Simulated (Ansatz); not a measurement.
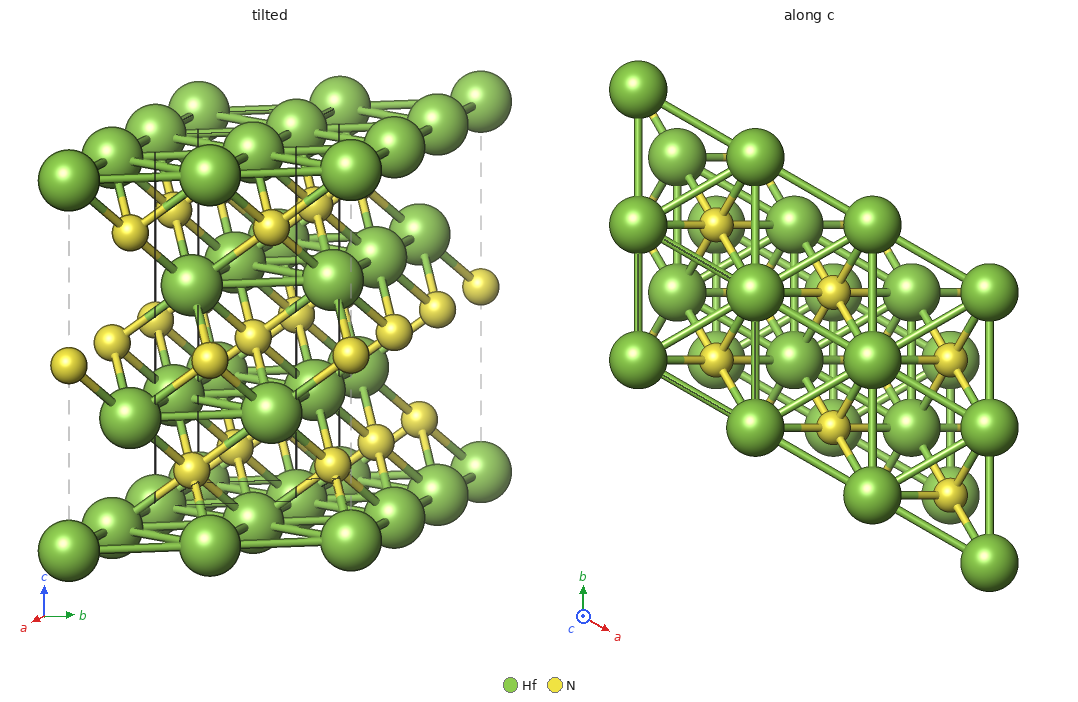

An orthographic ball-and-stick view of the structure, slightly off an axis and along the c axis. A 3×2×1 array of cells is drawn; the conventional unit cell has the solid edges. Cell: a = 3.126 Å, b = 3.126 Å, c = 8.127 Å, α = 90.00°, β = 90.00°, γ = 120.00°.

Describe the arrangement of the atoms.

This is HfN. It is rhombohedral (trigonal R), space group R-3m (No. 166). Atoms per cell: 6 (3 Hf, 3 N). Taking every contact within bonding distance, one finds Hf 12 and N 6. Not all metal-metal contacts are counted.

The cell started as a structure listed in the Materials Project. The cell was then strained or its atoms displaced on purpose. It was run through Ansatz as a DFT input.

At this level of theory the cell isn't at rest (compressed, at 7 GPa), so its distances can differ from those at equilibrium, the more so the softer the solid.
